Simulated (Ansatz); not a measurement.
Single-point calculation, with input and output: Ti8H2O17 (part 2 of 2)

Continued. System: Ti8H2O17 (slab, 27 atoms in the cell). Method: DFT PBE+D3(BJ), scalar-relativistic, plane waves, PAW, no spin polarisation (Ansatz 0.2.0); cutoff 420 eV, 2×3×1 k-mesh, Gaussian smearing of 0.05 eV. The structure derives from an entry of the Crystallography Open Database. It belongs to a series of runs on one base structure; here: the whole at its places in the relaxed adsorbed structure.

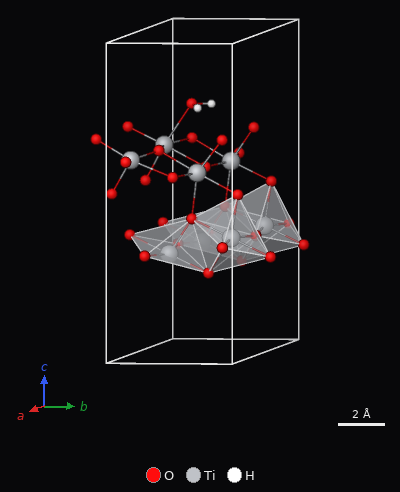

**Figure 1.** The structure (polyhedral view of the cell of the calculation, with the vacuum cut short, seen slightly off an axis; polyhedra are completed across the faces of the cell).

Output, continued
```
  k-point 1: bands = ["-59.3102", "-59.3059", "-59.1453", "-59.1415", "-59.0891", "-58.9969", "-58.8620", "-58.8534", "-35.6713", "-35.6669", "-35.6361", "-35.6106", "-35.5805", "-35.5355", "-35.5075", "-35.4920", "-35.4780", "-35.4302", "-35.4158", "-35.3898", "-35.3768", "-35.3680", "-35.2953", "-35.2657", "-35.2073", "-35.1795", "-35.1744", "-35.1474", "-35.1348", "-35.1174", "-35.0694", "-35.0516", "-22.3063", "-20.0351", "-19.8105", "-19.6741", "-19.4592", "-19.2379", "-19.1792", "-19.1091", "-18.9719", "-18.9469", "-18.9201", "-18.8749", "-18.8203", "-18.6751", "-18.5128", "-17.7897", "-17.7442", "-9.9137", "-7.2492", "-7.2092", "-7.0276", "-6.9946", "-6.9388", "-6.8903", "-6.8050", "-6.7225", "-6.5762", "-6.5400", "-6.4676", "-6.4054", "-6.3094", "-6.2298", "-6.1190", "-6.0479", "-5.9724", "-5.7397", "-5.7311", "-5.6883", "-5.3790", "-5.3384", "-5.2644", "-5.0874", "-5.0666", "-5.0320", "-4.9574", "-4.8892", "-4.7700", "-4.5280", "-4.4657", "-4.3485", "-4.2741", "-4.0810", "-4.0524", "-3.9651", "-3.8389", "-3.8077", "-3.7670", "-3.7233", "-3.6976", "-3.5886", "-3.5608", "-3.4505", "-3.3819", "-3.1243", "-2.9640", "-2.9298", "-2.9118", "-2.6394", "-0.4205", "0.1208", "0.2046", "0.3018", "0.3292", "0.4257", "0.4678", "0.5469", "0.7047", "0.7606", "0.7889", "0.8474", "0.8837", "0.9211", "0.9904", "1.0461", "1.0882", "1.2080", "1.2494", "1.4338", "1.5387", "1.5776", "1.7287", "1.8172", "1.9606", "2.0786", "2.2386"]
  k-point 2: bands = ["-59.3102", "-59.3066", "-59.1485", "-59.1432", "-59.0858", "-58.9952", "-58.8616", "-58.8531", "-35.6712", "-35.6666", "-35.6365", "-35.6148", "-35.5920", "-35.5888", "-35.5090", "-35.5066", "-35.4434", "-35.4331", "-35.4030", "-35.3967", "-35.3835", "-35.3771", "-35.2934", "-35.2451", "-35.1968", "-35.1713", "-35.1557", "-35.1473", "-35.1343", "-35.1278", "-35.0578", "-35.0469", "-22.3087", "-19.9679", "-19.8334", "-19.6156", "-19.5471", "-19.3204", "-19.1592", "-19.0506", "-19.0375", "-18.9851", "-18.9580", "-18.8315", "-18.8117", "-18.5884", "-18.5771", "-17.7528", "-17.7433", "-9.9213", "-7.2946", "-7.2830", "-7.2348", "-7.0357", "-6.9556", "-6.9073", "-6.8001", "-6.6858", "-6.6404", "-6.4231", "-6.4013", "-6.2441", "-6.2343", "-6.0132", "-6.0043", "-5.8705", "-5.7924", "-5.6613", "-5.5577", "-5.5166", "-5.2914", "-5.2347", "-5.2274", "-5.1412", "-5.1200", "-5.0719", "-5.0299", "-4.9663", "-4.8881", "-4.6554", "-4.5968", "-4.5539", "-4.4996", "-4.3936", "-4.3391", "-4.2138", "-3.9529", "-3.8258", "-3.7135", "-3.6584", "-3.5188", "-3.4919", "-3.3854", "-3.3795", "-3.1929", "-3.1909", "-2.8664", "-2.8470", "-2.6961", "-2.6871", "0.0723", "0.0821", "0.2882", "0.3049", "0.3473", "0.3977", "0.4267", "0.4597", "0.5159", "0.5465", "0.5916", "0.6916", "0.8116", "0.8393", "0.9036", "0.9370", "0.9945", "1.0099", "1.1281", "1.1804", "1.3969", "1.4087", "1.5495", "1.6394", "1.7015", "1.7515", "2.4675"]
  k-point 3: bands = ["-59.3099", "-59.3062", "-59.1456", "-59.1411", "-59.0891", "-58.9969", "-58.8619", "-58.8535", "-35.6698", "-35.6650", "-35.6165", "-35.5918", "-35.5882", "-35.5676", "-35.5035", "-35.4902", "-35.4589", "-35.4359", "-35.4189", "-35.4009", "-35.3864", "-35.3632", "-35.2943", "-35.2647", "-35.2100", "-35.1815", "-35.1542", "-35.1465", "-35.1415", "-35.1341", "-35.0685", "-35.0513", "-22.3060", "-19.8910", "-19.6909", "-19.5683", "-19.4895", "-19.3741", "-19.2336", "-19.0607", "-19.0474", "-18.9992", "-18.9706", "-18.8690", "-18.8277", "-18.6568", "-18.5990", "-17.7819", "-17.7559", "-9.9209", "-7.3000", "-7.2917", "-7.2260", "-7.0694", "-7.0193", "-6.9533", "-6.7814", "-6.7451", "-6.6428", "-6.4131", "-6.2675", "-6.1875", "-6.1374", "-6.0563", "-6.0194", "-5.8837", "-5.7353", "-5.6533", "-5.5912", "-5.4705", "-5.3714", "-5.2742", "-5.2320", "-5.1460", "-5.1115", "-5.0696", "-4.9816", "-4.9459", "-4.8332", "-4.6682", "-4.6145", "-4.5534", "-4.4577", "-4.3287", "-4.2532", "-4.1168", "-4.0249", "-3.9147", "-3.7885", "-3.6483", "-3.4962", "-3.4616", "-3.4137", "-3.3460", "-3.2496", "-3.1857", "-2.9496", "-2.8477", "-2.6858", "-2.6598", "0.0389", "0.0520", "0.2262", "0.3153", "0.3482", "0.3878", "0.4618", "0.4808", "0.5318", "0.5777", "0.6180", "0.6896", "0.7541", "0.8151", "0.8736", "0.9220", "0.9938", "1.0137", "1.1649", "1.1768", "1.3376", "1.3973", "1.5039", "1.6011", "1.7375", "1.8120", "2.4338"]
```

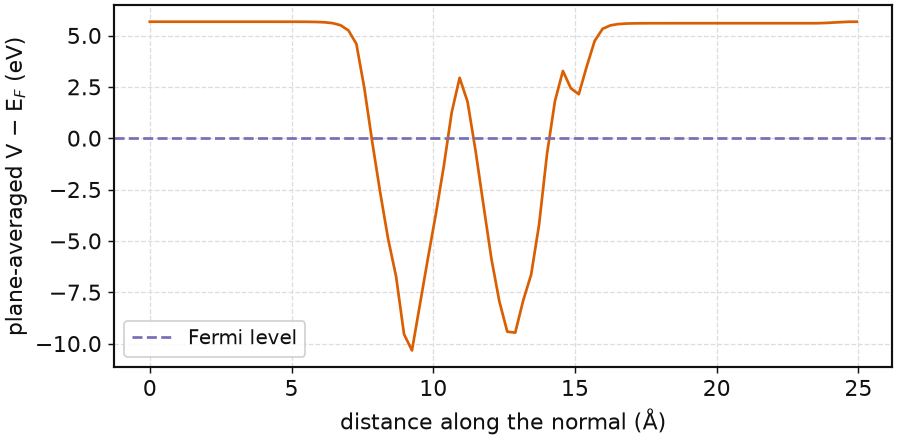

**Figure 2.** Plane average of the electrostatic potential energy of an electron across the cell, from the Fermi level. The vacuum level lies 5.61 eV above the Fermi level on the upper side and 5.68 eV on the lower.

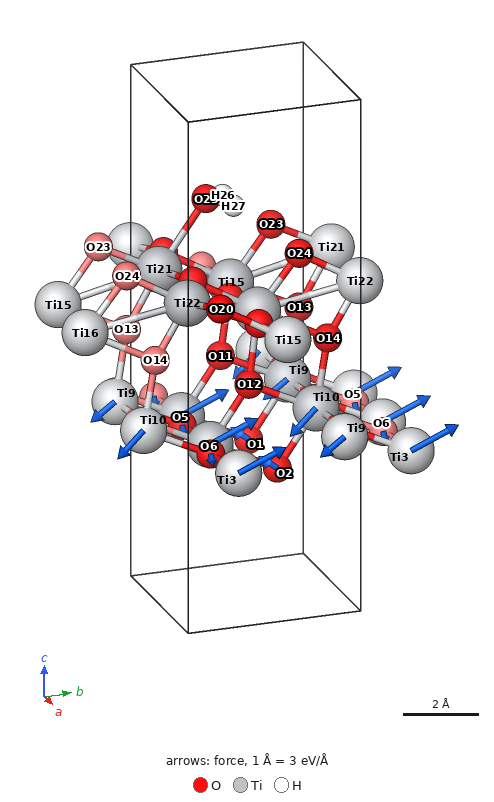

**Figure 3.** Forces on the atoms as blue arrows (ball-and-stick view of the cell of the calculation, with the vacuum cut short, seen slightly off an axis; neighbours outside the cell are drawn fainter; atoms are numbered from 1 in the order of the input); the smallest are left out. The largest act on Ti4 (4.50 eV/Å); Ti3 (4.46 eV/Å); Ti10 (3.19 eV/Å); Ti9 (2.65 eV/Å), among others. The geometry is not a stationary point of this energy.

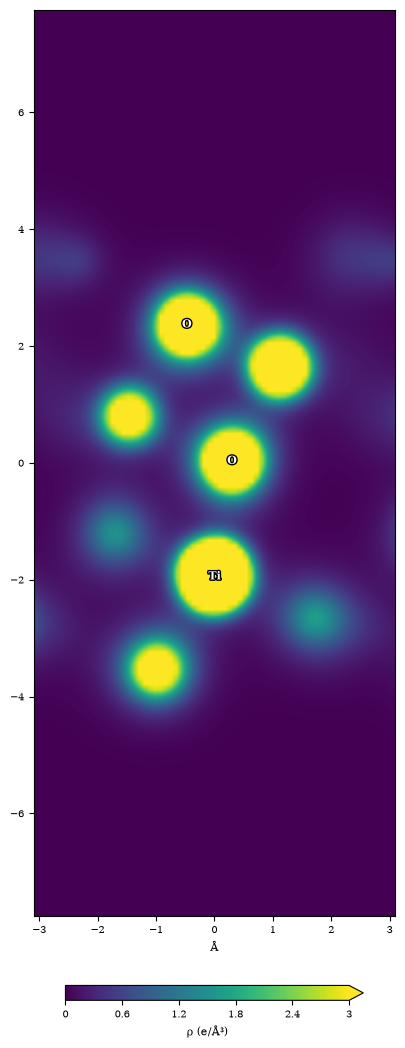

**Figure 4.** Valence charge density (pseudo) on the (100) plane of the calculation cell, a cut from vacuum to vacuum. Ti–O (2.00 Å): the density is about 0.61 e/Å³ at the midpoint. The density dies away to nearly zero in the vacuum. The fields are those of the smooth PAW valence density.

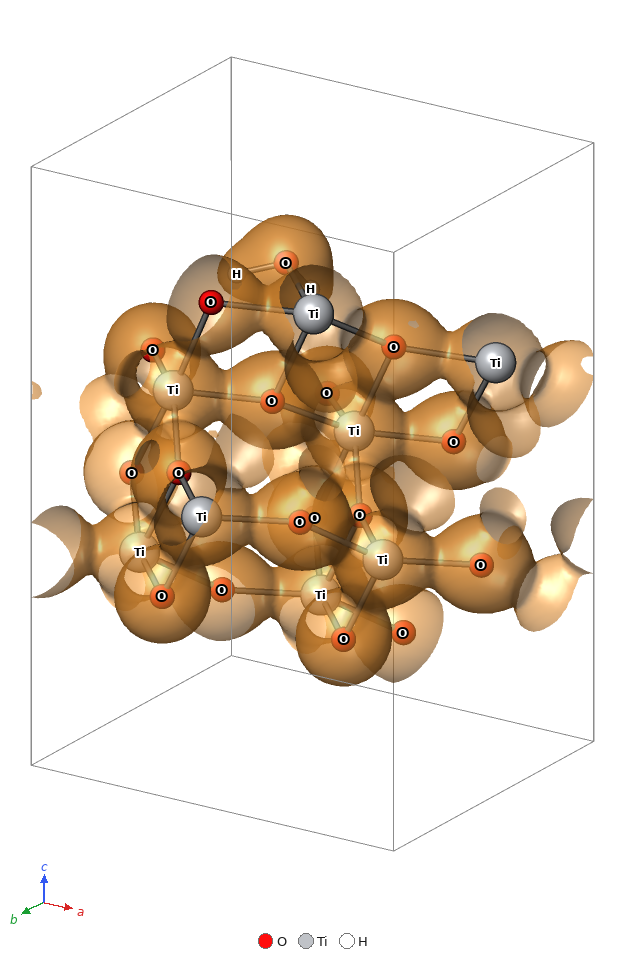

**Figure 5.** Isosurface of the valence pseudo-density at 0.4 e/Å³ (orange), seen at an oblique angle. Sticks mark near contacts. At this value the density is joined into sheets; it holds about 85 % of the electrons treated as valence (semicore included). It is pinched off along the Ti–Ti (2.89 Å) contacts. On the grid the lowest density along these lines, outside the cores, is 2.1 e/Å³ (O–H, 0.98 Å), 1.1 e/Å³ (Ti–O, 1.77 Å), 0.29 e/Å³ (Ti–Ti, 2.89 Å) and 1 e/Å³ (Ti–O, 1.83 Å).
